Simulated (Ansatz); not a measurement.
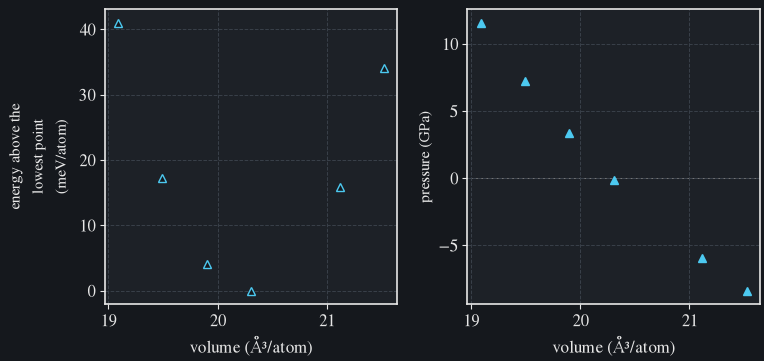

The figure shows the energy above the lowest point and pressure against volume for Ru, space group Fd-3m (No. 227) (one of a set of cubic test structures, which need not be the stable phase).

How it was computed, with Ansatz 0.2.0 development build: equation of state of a cubic crystal from periodic Kohn-Sham density functional theory without spin, third-order Birch-Murnaghan fit to the free energies; pressure corrected for the finite basis. Level: PBE.

| setting | value |
| --- | --- |
| structure type | diamond |
| atoms in cell | 2 |
| space group number | 227 |
| lattice centring | face-centred primitive |
| k mesh | 17×17×17 |
| occupation method | Fermi–Dirac |
| occupation width | 0.06123 eV |
| wave cutoff | 420 eV |
| datasets | soft-1 PAW |
| density tolerance | 1e−07 eV |
| bands | 20 |
| density cutoff ratio | 4 |
| search for lower states | default |

The point at volume 20.71 Å³/atom is left out of the plot. What does the calculation give there?

```csv
volume (Å³/atom),energy above the lowest point (meV/atom),pressure (GPa)
20.71,4.3,-3.2
```

Caveats: cubic model structure, not the ambient form; modest k-mesh, values are not fully converged in k.
